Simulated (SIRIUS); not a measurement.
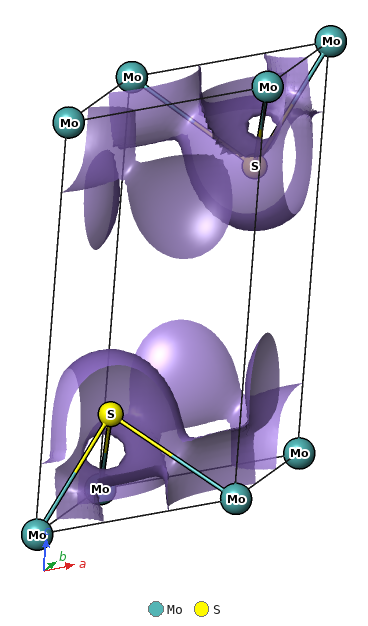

*MoS2. Isosurface of the electron density at 0.5 e/Å³ (purple), seen slightly off an axis. Sticks mark near contacts.*

Space group P1; not relaxed (largest force 1.4 eV/Å).

All numbers below come from Kohn-Sham DFT of a periodic cell, PBEsol, all-electron FP-LAPW (SIRIUS).

**What does this surface tell about the bonding?**

At this value the density is joined into sheets. It bridges the sampled Mo–S (2.34 Å) and Mo–S (2.39 Å) contacts, where the density stays above the isovalue. On the grid the lowest density along these lines, outside the cores, is 0.65 e/Å³ (Mo–S, 2.34 Å) and 0.58 e/Å³ (Mo–S, 2.39 Å).
